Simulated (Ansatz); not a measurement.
**ZrO3: density, localisation and related maps**

```cif
data_structure
_symmetry_space_group_name_H-M 'P 1'
_symmetry_Int_Tables_number 1
_cell_length_a 4.1162
_cell_length_b 3.2617
_cell_length_c 7.8696
_cell_angle_alpha 90.000
_cell_angle_beta 96.024
_cell_angle_gamma 90.000
_cell_volume 105.07
loop_
_atom_site_label
_atom_site_type_symbol
_atom_site_fract_x
_atom_site_fract_y
_atom_site_fract_z
_atom_site_occupancy
Zr1 Zr 0.27971 0.75000 0.64842 1
Zr2 Zr 0.72029 0.25000 0.35158 1
O1 O 0.87063 0.75000 0.19871 1
O2 O 0.12937 0.25000 0.80129 1
O3 O 0.24167 0.25000 0.45802 1
O4 O 0.75833 0.75000 0.54198 1
O5 O 0.49099 0.25000 0.80178 1
O6 O 0.50901 0.75000 0.19822 1
```

Space group P2₁/m.

Computed with DFT PBE, scalar-relativistic, plane waves, PAW in Ansatz.

Core electrons are frozen (PAW), and the valence fields are smoothed inside the atomic spheres.

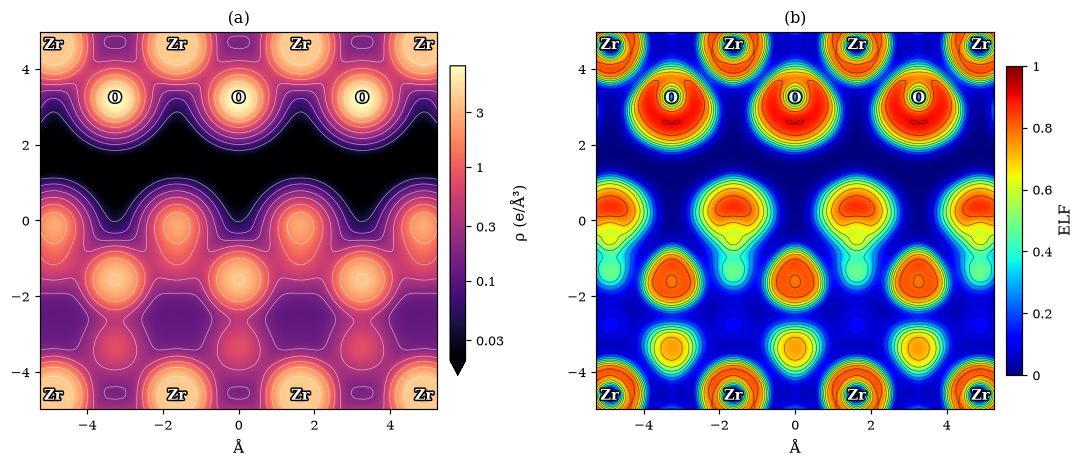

Figure 1. (a) valence pseudo-density; (b) electron localisation function on the (101) plane of the conventional cell.

### What do the fields say about this system?

The section cuts through Zr and O sites.
Atoms just off the plane (Zr, 0.5 Å away and O, 0.5 Å away) can leave unmarked features too.
Zr–O (2.16 Å): the density is about 0.59 e/Å³ at the midpoint; the ELF peaks at about 0.80 in the valence shell of O, 0.6 Å from its nucleus, and drops to about 0.20 between the two atoms; no shared electron pair shows on this line.
Between the atoms the lowest density in this plane is 0.006 e/Å³.
The features right at Zr lie inside the PAW spheres, where the map follows smoothed inner orbitals and isn't to be read closely.

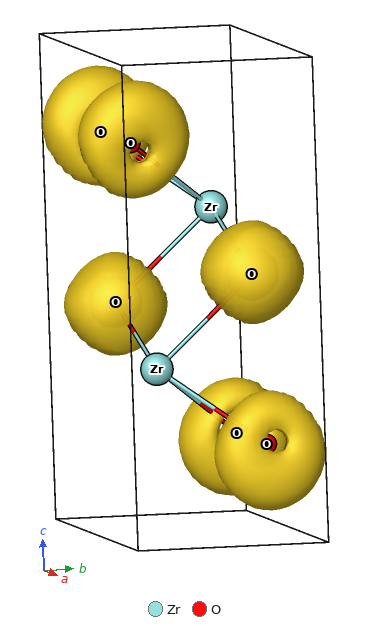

Figure 2. Isosurface of the electron localisation function at 0.75 (yellow), seen slightly off an axis. Core shells and regions of very low density are left out. Sticks mark near contacts.

### Where are the electrons localised?

The ELF exceeds this value in six regions wrapped around O (the valence shell of each), counted in one cell of 8 atoms. Regions shared between cells count once. Profiles from the grid: O–O (1.49 Å): the ELF peaks at about 0.65 between the atoms.

### Does the calculation make it a metal, or give it a gap?

It is gapped, with a Kohn–Sham gap of 3.5 eV on the k-point mesh (the band edges may lie off the mesh, which would make the gap smaller).
